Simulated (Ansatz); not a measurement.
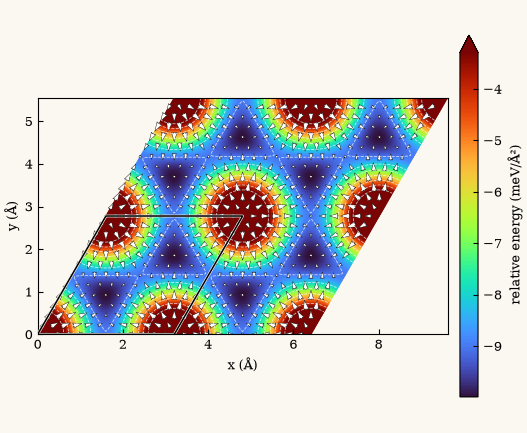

Energy landscape of WSe2 (P-6m2, No. 187; 6 atoms in the cell). 
- Gamma surface: rigid slide across a plane, one fault a cell; the plane is (0 0 1) of the conventional cell, and the faces at the cut hold Se and Se.
- Places are given modulo a cell vector. The map is drawn in real space over the plane of the slide.
- Nothing is relaxed (rigid halves, spacing across the cut fixed).
- The scan uses a 12 × 12 grid; 19 points were computed and 125 follow by symmetry.
- Energies: meV/Å², counted from the perfect crystal.
- The calculation used DFT LDA+D3(BJ), scalar-relativistic, plane waves, PAW (Ansatz). Settings: cutoff 420 eV, k-mesh 10×10×2 in the order of the run's cell vectors, gaussian smearing 0.05 eV, no spin polarisation.

The picture shows a smooth colour map with a few white contour lines, arrows along the force (downhill), their lengths compressed, the outline of one cell of the 2 × 2 shown, one colour for all values above the top of the scale. Between grid points the surface is interpolated. 

### Where are the wells?

The lowest grid point is at (4/12, 4/12) of the cell vectors, −10.0 meV/Å² from the perfect crystal; the map holds 2 wells of about this depth. The reference structure, at (0/12, 0/12) of the cell vectors, is a maximum of this map. The highest grid point, (0/12, 0/12) of the cell vectors, lies 10.0 meV/Å² above the lowest. On the interpolated surface the easiest way out of the lowest well to a well of about the same depth near (8/12, 8/12) of the cell vectors passes a barrier of about 1 meV/Å². The gap on the k-mesh is 1.2 eV at the lowest point and runs from 1.1 to 1.2 eV over the map.

Each point was launched as `ansatz run input.yaml --threads 2 --pin off --max-ram 4096MiB --backend cpu --events-out ev --progress --plain --runs-dir out`. Time for the 19 points that were run: 15 min on 2 threads of Arm Neoverse N1, with other jobs on the host.

PAW datasets: the set soft_1.
